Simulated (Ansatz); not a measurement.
## Single-point calculation, with input and output: Ti (part 2 of 2)

Continued. System: Ti (slab, 16 atoms in the cell). Method: DFT PBE+D3(BJ), scalar-relativistic, plane waves, PAW, no spin polarisation (Ansatz 0.2.0); cutoff 420 eV, 4×4×1 k-mesh, Gaussian smearing of 0.1 eV. The structure derives from an entry of the Crystallography Open Database. It belongs to a series of runs on one base structure; here: the slab at its places in the relaxed adsorbed structure.

Geometry of the input (Å; fractional positions):
```
5.7729  0.0000  0.0000
-2.8865  4.9995  0.0000
0.0000  0.0000  24.8611
Ti 0.3333  0.1667  0.3218
Ti 0.3333  0.6667  0.3218
Ti 0.8333  0.1667  0.3218
Ti 0.8333  0.6667  0.3218
Ti 0.1667  0.3333  0.4138
Ti 0.1667  0.8333  0.4138
Ti 0.6667  0.3333  0.4138
Ti 0.6667  0.8333  0.4138
Ti 0.3508  0.1754  0.5091
Ti 0.3284  0.6642  0.5056
Ti 0.8290  0.1639  0.5101
Ti 0.8288  0.6652  0.5101
Ti 0.1712  0.3229  0.5966
Ti 0.1707  0.8477  0.5965
Ti 0.6924  0.3461  0.6047
Ti 0.6536  0.8271  0.5998
```

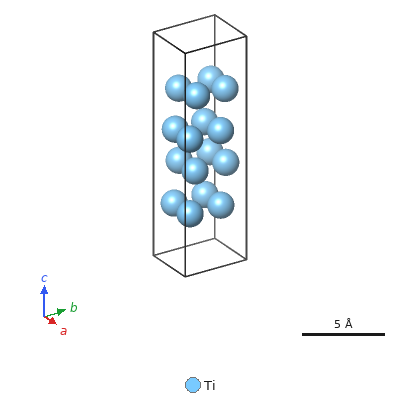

**Figure 1.** The structure as given in the input (spheres-only view of the cell of the calculation, with the vacuum cut short, seen slightly off an axis). An atom can appear more than once, as a periodic image.

### Output, continued
```
  k-point 1: bands = ["-54.3214", "-54.2918", "-54.2393", "-54.2246", "-54.2112", "-54.2092", "-54.1716", "-54.1377", "-54.0739", "-54.0105", "-54.0039", "-53.9895", "-53.9859", "-53.9686", "-53.9581", "-53.9410", "-30.7955", "-30.7768", "-30.7616", "-30.7549", "-30.7469", "-30.7354", "-30.7323", "-30.7115", "-30.7040", "-30.6966", "-30.6906", "-30.6628", "-30.6460", "-30.6346", "-30.4888", "-30.4878", "-30.4795", "-30.4491", "-30.4387", "-30.4325", "-30.4106", "-30.4051", "-30.3929", "-30.3883", "-30.3728", "-30.3398", "-30.3361", "-30.3007", "-30.2659", "-30.2561", "-30.2494", "-30.2437", "-30.2364", "-30.2159", "-30.2122", "-30.2019", "-30.1583", "-30.1456", "-30.1446", "-30.1329", "-30.1307", "-30.1198", "-30.1134", "-30.0759", "-30.0656", "-30.0522", "-30.0432", "-29.9914", "-2.8614", "-1.9103", "-0.7381", "-0.4482", "-0.0753", "0.0188", "0.1357", "0.1687", "0.3003", "0.3269", "0.3737", "0.5397", "0.5683", "0.7482", "0.8330", "0.8499", "1.1988", "1.2177", "1.2345", "1.5375", "1.5794", "1.6047", "1.7399", "1.7978", "1.8067", "2.1669", "2.3579", "2.5208", "2.5608", "2.5965", "2.6206", "2.7176", "2.7527", "2.7815", "2.8400", "2.9202", "2.9622", "3.0592", "3.0677", "3.1821", "3.2247", "3.2764", "3.3235", "3.3776", "3.4284", "3.4503", "3.4644", "3.5098", "3.5243", "3.5847", "3.5927", "3.6223"]
  k-point 2: bands = ["-54.3133", "-54.2594", "-54.2571", "-54.2419", "-54.2114", "-54.2093", "-54.1730", "-54.1419", "-54.0434", "-54.0370", "-53.9921", "-53.9898", "-53.9875", "-53.9817", "-53.9586", "-53.9418", "-30.7555", "-30.7197", "-30.7117", "-30.7093", "-30.7032", "-30.6993", "-30.6926", "-30.6776", "-30.6489", "-30.6440", "-30.6409", "-30.6212", "-30.5650", "-30.5462", "-30.5435", "-30.5259", "-30.5202", "-30.5117", "-30.4936", "-30.4523", "-30.4132", "-30.3937", "-30.3895", "-30.3815", "-30.3719", "-30.3445", "-30.3282", "-30.3147", "-30.2931", "-30.2928", "-30.2894", "-30.2781", "-30.2712", "-30.2493", "-30.2252", "-30.2116", "-30.2056", "-30.1892", "-30.1732", "-30.1491", "-30.1404", "-30.1336", "-30.1044", "-30.0984", "-30.0948", "-30.0916", "-30.0366", "-30.0167", "-1.7135", "-1.6986", "-0.8827", "-0.8804", "0.1238", "0.1499", "0.3800", "0.4169", "0.5905", "0.6005", "0.7719", "0.7788", "0.7841", "0.8259", "1.3133", "1.3418", "1.4958", "1.5311", "1.5963", "1.6461", "1.6863", "1.7505", "1.8584", "1.8687", "1.9201", "1.9617", "2.0184", "2.0615", "2.1530", "2.2367", "2.2525", "2.2788", "2.3585", "2.4322", "2.5395", "2.5580", "2.6864", "2.7091", "2.7276", "2.7673", "2.8946", "2.9217", "3.0172", "3.1898", "3.1953", "3.2359", "3.2575", "3.3073", "3.3218", "3.4241", "3.6546", "3.7588"]
  k-point 9: bands = ["-54.3133", "-54.2595", "-54.2570", "-54.2420", "-54.2114", "-54.2092", "-54.1727", "-54.1421", "-54.0434", "-54.0370", "-53.9921", "-53.9898", "-53.9876", "-53.9816", "-53.9586", "-53.9418", "-30.7556", "-30.7197", "-30.7115", "-30.7093", "-30.7032", "-30.6993", "-30.6927", "-30.6778", "-30.6488", "-30.6441", "-30.6408", "-30.6213", "-30.5640", "-30.5464", "-30.5434", "-30.5263", "-30.5202", "-30.5116", "-30.4936", "-30.4526", "-30.4131", "-30.3936", "-30.3898", "-30.3814", "-30.3720", "-30.3446", "-30.3282", "-30.3151", "-30.2930", "-30.2926", "-30.2894", "-30.2780", "-30.2713", "-30.2496", "-30.2251", "-30.2117", "-30.2054", "-30.1893", "-30.1729", "-30.1491", "-30.1400", "-30.1339", "-30.1044", "-30.0984", "-30.0947", "-30.0916", "-30.0367", "-30.0168", "-1.7134", "-1.6986", "-0.8827", "-0.8804", "0.1241", "0.1499", "0.3804", "0.4166", "0.5905", "0.6002", "0.7721", "0.7793", "0.7841", "0.8257", "1.3143", "1.3424", "1.4961", "1.5306", "1.5972", "1.6461", "1.6873", "1.7499", "1.8589", "1.8686", "1.9205", "1.9604", "2.0185", "2.0616", "2.1529", "2.2373", "2.2521", "2.2770", "2.3596", "2.4324", "2.5405", "2.5580", "2.6875", "2.7093", "2.7280", "2.7664", "2.8946", "2.9214", "3.0193", "3.1894", "3.1953", "3.2362", "3.2578", "3.3069", "3.3218", "3.4211", "3.6538", "3.7586"]
```

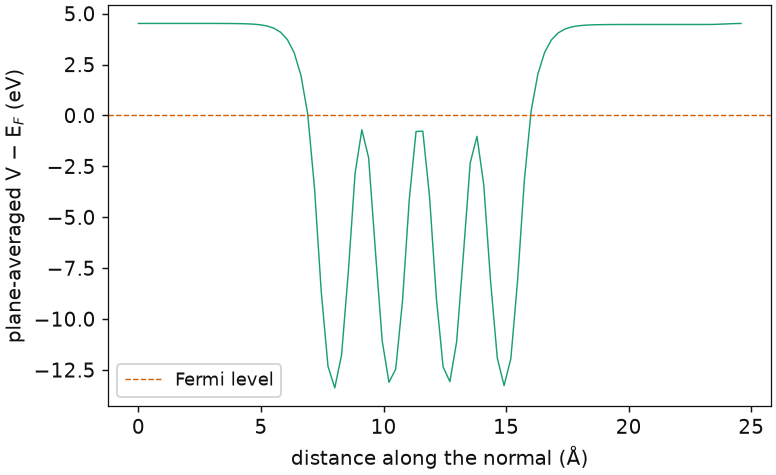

**Figure 2.** Plane average of the electrostatic potential energy of an electron across the cell, from the Fermi level. The vacuum level lies 4.47 eV above the Fermi level on the upper side and 4.52 eV on the lower.

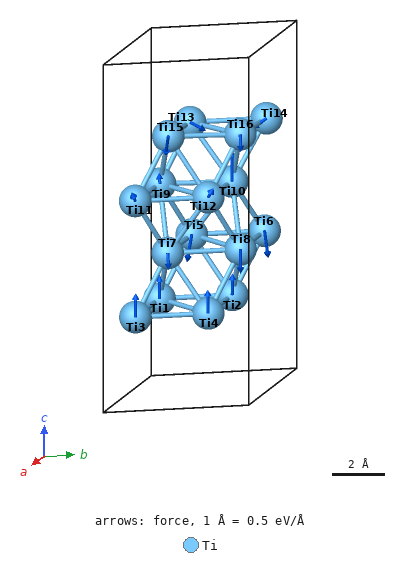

**Figure 3.** Forces on the atoms as blue arrows (ball-and-stick view of the cell of the calculation, with the vacuum cut short, seen slightly off an axis; atoms are numbered from 1 in the order of the input). The largest act on Ti10 (0.63 eV/Å); Ti5, Ti6 (0.58 eV/Å); Ti15 (0.55 eV/Å); Ti8 (0.50 eV/Å), among others. The geometry is not a stationary point of this energy.

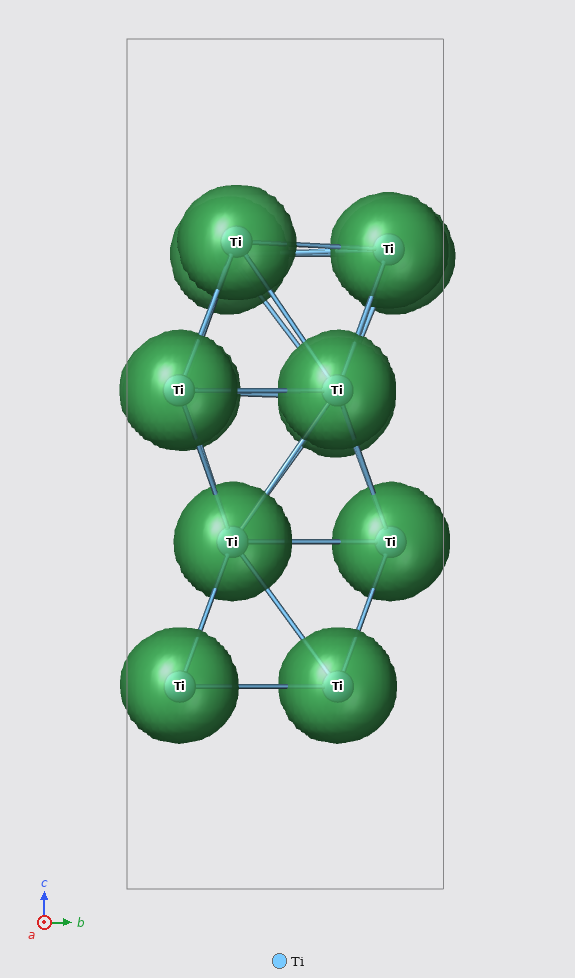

**Figure 4.** Isosurface of the valence electron density at 0.5 e/Å³ (green), seen along the a axis. Sticks mark near contacts. At this value the density breaks into separate islands; it holds about 75 % of the electrons treated as valence (semicore included). It is pinched off along the Ti–Ti (2.72 Å), Ti–Ti (2.79 Å), Ti–Ti (2.84 Å) and Ti–Ti (2.88 Å) contacts. On the grid the lowest density along these lines, outside the cores, is 0.23 e/Å³ (Ti–Ti, 2.72 Å), 0.22 e/Å³ (Ti–Ti, 2.79 Å), 0.2 e/Å³ (Ti–Ti, 2.84 Å) and 0.19 e/Å³ (Ti–Ti, 2.88 Å). In a PAW calculation such maps are meaningful between the atoms, not at the nuclei.

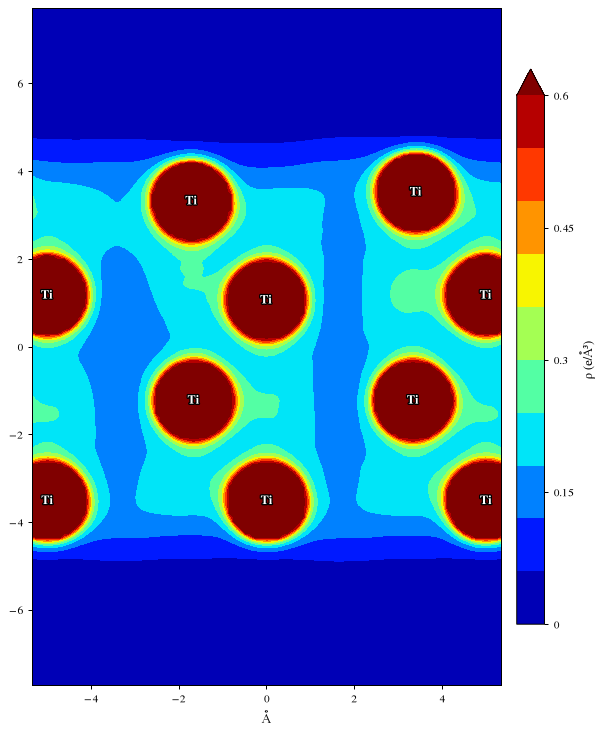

**Figure 5.** Valence electron density on the (110) plane of the calculation cell, a cut from vacuum to vacuum. Ti–Ti (2.82 Å): the density is about 0.2 e/Å³ at the midpoint. Ti–Ti (2.83 Å): ρ is about 0.21 e/Å³ halfway. Ti–Ti (2.91 Å): ρ at the midpoint is about 0.19 e/Å³. The density dies away to nearly zero in the vacuum.
